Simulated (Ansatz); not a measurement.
# Calculations on GaN

### A change

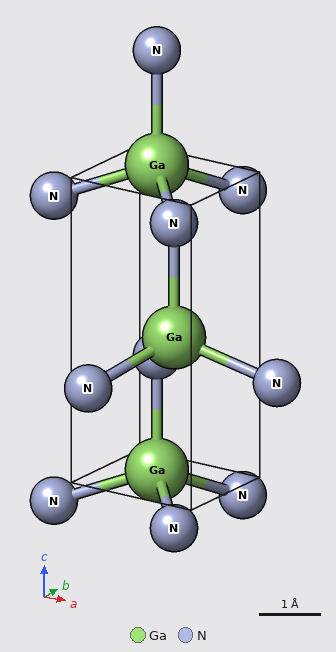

The starting point is a symmetric starting cell of GaN. A ball-and-stick model of the cell of the calculation, seen slightly off an axis.

All numbers below come from Ansatz, DFT PBE, scalar-relativistic, plane waves, PAW. Set-up: plane-wave cutoff 420 eV; k-point mesh 12 × 12 × 6; occupations gaussian; smearing width 0.02 eV; no spin polarisation.

Change: The cell is strained by −6.3 % along c and +2.7 % across it (volume −1.2 %) and atoms are displaced by up to 0.14 Å (root mean square over those that move 0.11 Å) relative to the cell: Ga1 0.14 Å along −c, N3 0.12 Å along +c. No relaxation follows. The starting cell wasn't computed here and needn't be at equilibrium, so pressure and forces aren't due to the change alone.

Input
```yaml
crystal:
  lattice:
    - [3.2655734514, 0.0, 0.0]
    - [-1.6327867257, 2.8280695668, 0.0]
    - [0.0, 0.0, 4.84007706]
  atoms:
    - { symbol: Ga, position: [0.3333333333, 0.6666666667, -0.0294270739] }
    - { symbol: Ga, position: [0.6666666667, 0.3333333333, 0.4990524996] }
    - { symbol: "N", position: [0.3333333333, 0.6666666667, 0.3994249297] }
    - { symbol: "N", position: [0.6666666667, 0.3333333333, 0.8809496446] }
basis:
  ecutwfc: 420
kpoints:
  mp_grid: { grid: [12, 12, 6] }
hamiltonian:
  xc: pbe
scf:
  occupations: { method: gaussian, width: 0.02 }
output:
  forces: true
  stress: true
  eigenvalues: true
```

Run as
```bash
ansatz run input.yaml --threads 1 --pin off --max-ram 1331MiB --backend cpu --events-out ev --progress --plain --runs-dir out
```

### Predict the response.

The pressure is 10.5 GPa (not all of it need come from the change, since the unchanged cell can be under pressure at this level too). The principal stresses (compression positive) are 24.3 GPa along c and 3.6 GPa across it. The largest forces, 1.9 eV/Å, act on Ga1 and Ga2; on Ga1 it points along +c. The forces point partly back along the displacements (cosine −0.62). Near-neighbour distances before and after: Ga–N 1.944 → 1.848 to 2.076 Å. The space group (tolerance 0.01 Å) goes from P6_3mc (No. 186) to P3m1 (No. 156).

The changed structure in the same view:

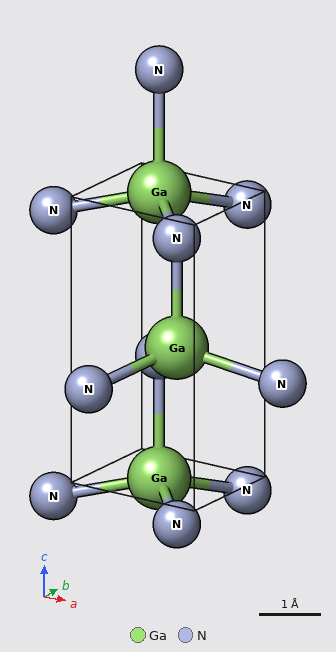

### A change

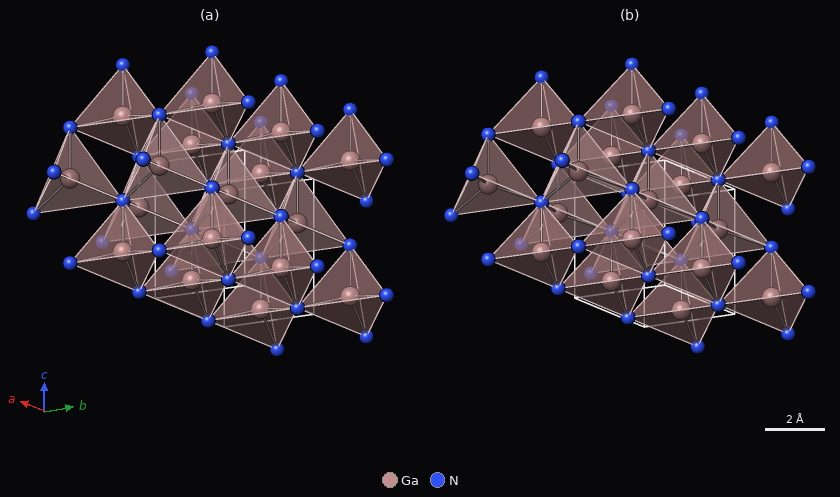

Left: a symmetric starting cell of GaN. Right: the same structure after one change, at the same scale. Style: polyhedral. Shown: the cell of the calculation, repeated 3 × 2 × 1 with one cell outlined, from a free direction.

All numbers below come from DFT PBE, scalar-relativistic, plane waves, PAW in Ansatz. (plane-wave cutoff 420 eV; k-point mesh 12 × 12 × 6; occupations gaussian; smearing width 0.02 eV; no spin polarisation)

What distinguishes the right structure from the left one?

The cell is strained by −7.8 % along c and +1.2 % across it (volume −5.7 %) and atoms are displaced by 0.06 Å relative to the cell. No relaxation follows. The starting cell wasn't computed here and needn't be at equilibrium, so pressure and forces aren't due to the change alone.

And its effect?

The pressure is 20.1 GPa (not all of it need come from the change, since the unchanged cell can be under pressure at this level too). The principal stresses (compression positive) are 36.3 GPa along c and 11.9 GPa across it. The largest forces, 0.091 eV/Å, act on Ga and N. The forces point along the displacements, not back (a soft direction, or forces left over where the reference was relaxed at another level) (cosine 1.00). Near-neighbour distances before and after: Ga–N 1.944 → 1.896 to 1.920 Å. The space group stays P6_3mc (No. 186).

### Distortion

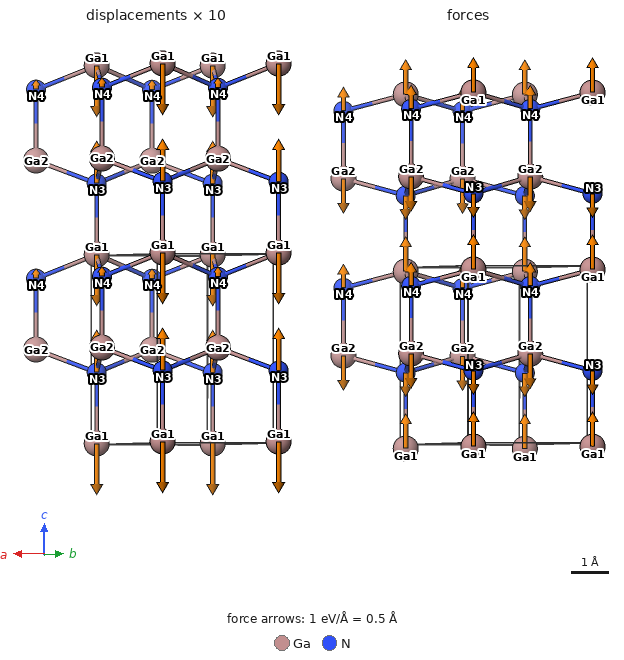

Left: a symmetric starting cell of GaN, with orange arrows for the displacements applied to it (without the part that the change of the cell carries along). Right: the displaced structure with the computed forces. Besides, the cell is strained by −6.3 % along c and +2.7 % across it (volume −1.2 %). Style: ball-and-stick. Shown: the cell of the calculation, repeated 2 × 2 × 2 with one cell outlined, from a free direction.

The calculation used DFT PBE, scalar-relativistic, plane waves, PAW in Ansatz 0.2.0. Settings: plane-wave cutoff 420 eV; k-point mesh 12 × 12 × 6; occupations gaussian; smearing width 0.02 eV; no spin polarisation.

Q: How do the forces relate to the distortion?

A: Atoms are displaced by up to 0.14 Å (root mean square over those that move 0.11 Å) relative to the cell: Ga1 0.14 Å along −c, N3 0.12 Å along +c. No relaxation follows. The starting cell wasn't computed here and needn't be at equilibrium, so pressure and forces aren't due to the change alone. The pressure is 10.5 GPa (not all of it need come from the change, since the unchanged cell can be under pressure at this level too). The principal stresses (compression positive) are 24.3 GPa along c and 3.6 GPa across it. The largest forces, 1.9 eV/Å, act on Ga1 and Ga2; on Ga1 it points along +c. The forces point partly back along the displacements (cosine −0.62). Near-neighbour distances before and after: Ga–N 1.944 → 1.848 to 2.076 Å. The space group (tolerance 0.01 Å) goes from P6_3mc (No. 186) to P3m1 (No. 156).

### Distortion

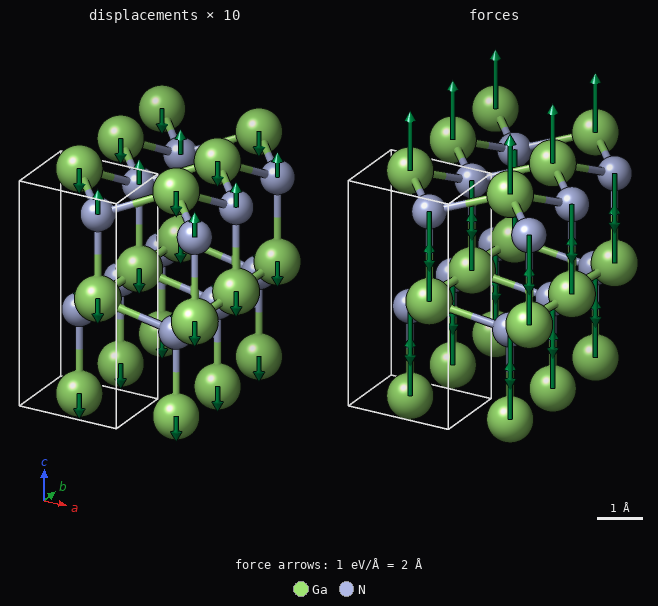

Left: a symmetric starting cell of GaN, with green arrows for the displacements applied to it (without the part that the change of the cell carries along). Right: the displaced structure with the computed forces. Besides, the cell is strained by +0.1 % along c and +3.1 % across it (volume +6.5 %). Style: ball-and-stick. Shown: the cell of the calculation, repeated 2 × 3 × 1 with one cell outlined, slightly off an axis.

Computed with DFT PBE, scalar-relativistic, plane waves, PAW in Ansatz 0.2.0. Set-up: plane-wave cutoff 420 eV; k-point mesh 12 × 12 × 6; occupations gaussian; smearing width 0.02 eV; no spin polarisation.

> Describe the distortion and the response.

Atoms are displaced by 0.06 Å relative to the cell. No relaxation follows. The starting cell wasn't computed here and needn't be at equilibrium, so pressure and forces aren't due to the change alone. Among the bonded contacts that change: Ga–N 1.944 → 1.965 to 2.060 Å. The space group stays P6_3mc (No. 186). The pressure is −3.9 GPa (not all of it need come from the change, since the unchanged cell can be under pressure at this level too). The principal stresses (compression positive) are −2.3 GPa along c and −4.7 GPa across it. The largest forces, 0.69 eV/Å, act on Ga and N. The forces point straight back along the displacements (cosine −1.00).
